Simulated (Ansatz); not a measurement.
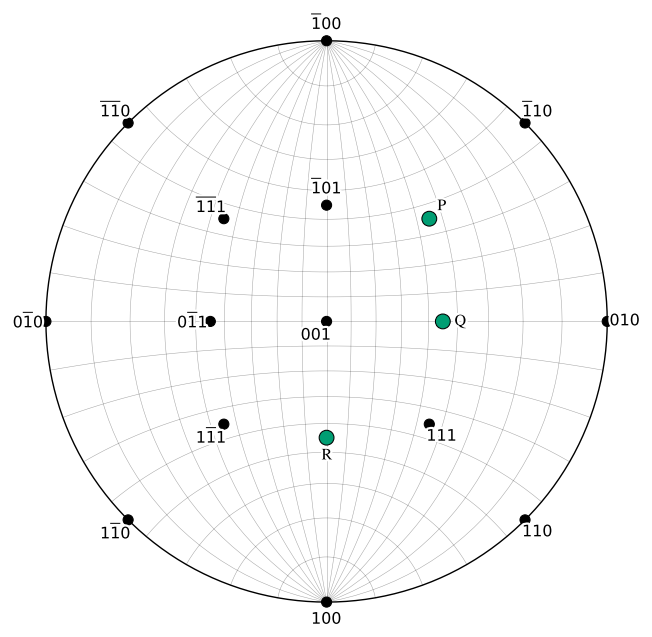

Crystal: Li2S, the geometry relaxed with DFT r2SCAN, scalar-relativistic, plane waves, PAW in Ansatz 0.2.0. Stereographic projection of plane normals (upper hemisphere) centred on (0 0 1). Symmetry computed with spglib at a tolerance of 0.002 Å; standard conventional cell.

a = 5.689 Å, b = 5.689 Å, c = 5.689 Å, α = 90.00°, β = 90.00°, γ = 90.00°.

Q: Index the poles marked P, Q, R.

A: P is (−1 1 1), 54.7° from the centre; Q is (0 1 1), 45.0° from the centre; R is (1 0 1), 45.0° from the centre.

Q: What is the angle between the normals of (−1 −1 1) and (1 1 0), and what are their d_hkl = 1/|g|?

A: 144.7°; d = 3.285 Å and 4.023 Å.
